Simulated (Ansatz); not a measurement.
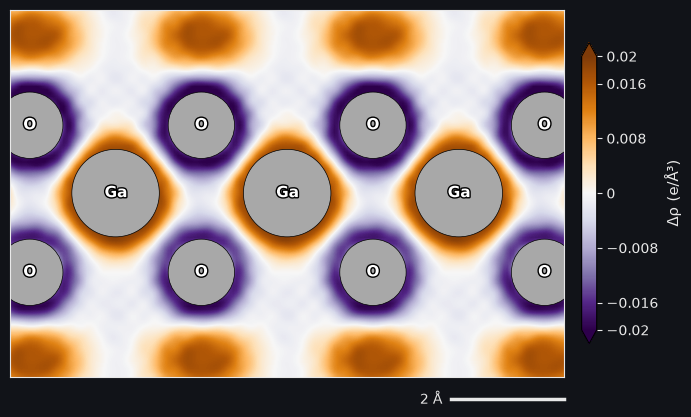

Ga2O3. Difference of the valence pseudo-densities of two functionals at the same geometry, on the (010) plane of the calculation cell: BLYP less r2SCAN.

Both computed with Ansatz (plane waves, PAW), on the same k-point mesh. Grey discs cover the atomic cores.

```cif
data_structure
_symmetry_space_group_name_H-M 'P 1'
_symmetry_Int_Tables_number 1
_cell_length_a 3.0371
_cell_length_b 6.2930
_cell_length_c 5.7981
_cell_angle_alpha 103.414
_cell_angle_beta 90.000
_cell_angle_gamma 103.964
_cell_volume 104.42
loop_
_atom_site_label
_atom_site_type_symbol
_atom_site_fract_x
_atom_site_fract_y
_atom_site_fract_z
_atom_site_occupancy
Ga1 Ga 0.34134 0.68268 0.68598 1
Ga2 Ga 0.65866 0.31732 0.31402 1
Ga3 Ga 0.90950 0.81900 0.20540 1
Ga4 Ga 0.09050 0.18100 0.79460 1
O1 O 0.50410 0.00820 0.74340 1
O2 O 0.49590 0.99180 0.25660 1
O3 O 0.82670 0.65340 0.43680 1
O4 O 0.17330 0.34660 0.56320 1
O5 O 0.83550 0.67100 0.89020 1
O6 O 0.16450 0.32900 0.10980 1
```

Question: Where does the change of functional move the electrons?

Answer: Against r2SCAN, BLYP gives more density around Ga (+0.011 e/Å³ on average at 1.0 Å from the nucleus) and less density around O (−0.016 e/Å³ on average at 0.7 Å from the nucleus).
